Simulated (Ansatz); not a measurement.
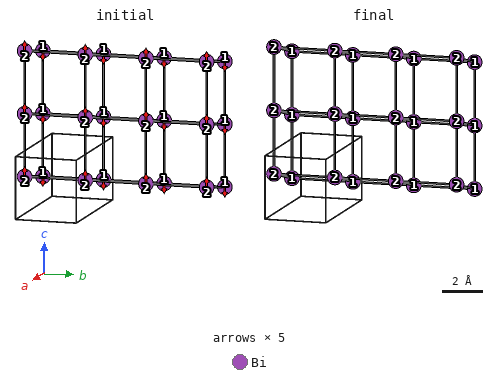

The structure of solid Bi (a generated structure, set up in Pmma) before (left) and after (right) a relaxation, at one scale. The red arrows give the displacements (the part carried along by the change of the cell is left out), 5 times their true length.

A ball-and-stick model of the cell of the calculation, repeated 1 × 3 × 3 with one cell outlined, seen slightly off an axis.

The calculation used DFT PBE, scalar-relativistic, plane waves, PAW in Ansatz 0.2.0.

Input file:
```yaml
crystal:
  lattice:
    - [6.3303250398, 0.0, 0.0]
    - [0.0, 3.2085851218, 0.0]
    - [0.0, 0.0, 3.2429938526]
  atoms:
    - { symbol: Bi, position: [0.25, 0.0, 0.4097248432] }
    - { symbol: Bi, position: [0.75, 0.0, 0.5902751568] }
basis:
  ecutwfc: 420
kpoints:
  mp_grid: { grid: [10, 18, 16] }
hamiltonian:
  xc: pbe
scf:
  occupations: { method: gaussian, width: 0.1 }
output:
  forces: true
  stress: true
  eigenvalues: true
relax:
  adjacent_minimum: "off"
  f_tol: 0.01
  max_steps: 30
  cell: { stress_tol: 0.1, fix: [volume] }
```

Run as
```bash
ansatz run input.yaml --threads 1 --pin off --max-ram 2560MiB --backend cpu --events-out ev --progress --plain --runs-dir out
```

What changed between the two?

Answer. The run was cut off at its time limit before the relaxation converged, so the last structure is only a point on the way. Over 2 geometry steps the energy falls by 1.9 meV per atom. The largest force component goes from 0.018 to 0.012 eV/Å. Pressure: 3.07 GPa at the start and 2.71 GPa at the end. The largest moves relative to the cell, 0.11 Å, are those of Bi1 and Bi2. Bi1 goes along −c. The drawn cell changes at constant volume: a 6.330 → 6.249 Å (−1.3 %), b 3.209 → 3.221 Å (+0.4 %), c 3.243 → 3.273 Å (+0.9 %). Near-neighbour distances that change, for instance: Bi1–Bi1 3.243 → 3.273 Å, Bi1–Bi1 (another image) 3.209 → 3.221 Å, Bi1–Bi2 3.219 → 3.229 Å. Among the angles between lasting bonds that change: Bi1–Bi2–Bi1 159.0° → 150.7°, Bi1–Bi2–Bi2 79.5° → 75.4°, Bi1–Bi2–Bi2 100.5° → 104.6°. The space group stays Pmma (No. 51).
